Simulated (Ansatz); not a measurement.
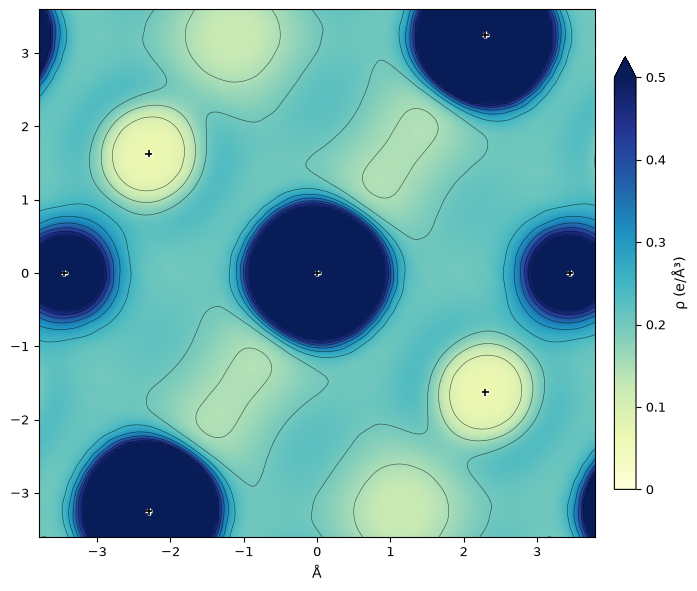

The valence charge density (pseudo) on a plane through atoms (crosses mark nuclei in the plane).

Level of theory: DFT PBE, scalar-relativistic, plane waves, PAW (Ansatz).

Candidates:
A. CdTe, a = 6.62 Å, b = 6.62 Å, c = 6.62 Å, α = 90.00°, β = 90.00°, γ = 90.00°. Space group F-43m.
B. MoS₂, a = 9.96 Å, b = 9.96 Å, c = 9.96 Å, α = 70.38°, β = 70.38°, γ = 70.38°. Space group R3m; a structure from a database of computed crystals, not necessarily the ambient phase; computed without spin polarisation.
C. Ti₄Al₁₂H (cell with a defect), a = 6.89 Å, b = 6.89 Å, c = 6.89 Å, α = 109.47°, β = 109.47°, γ = 109.47°. Computed without spin polarisation.

Question: Which candidate gave the map?

Answer: Candidate C: Ti₄Al₁₂H on the (100) plane of the calculation cell, which holds Ti, Al and H. Al–H (1.99 Å): ρ is about 0.25 e/Å³ halfway. Ti–Al (2.81 Å): ρ at the midpoint is about 0.21 e/Å³.
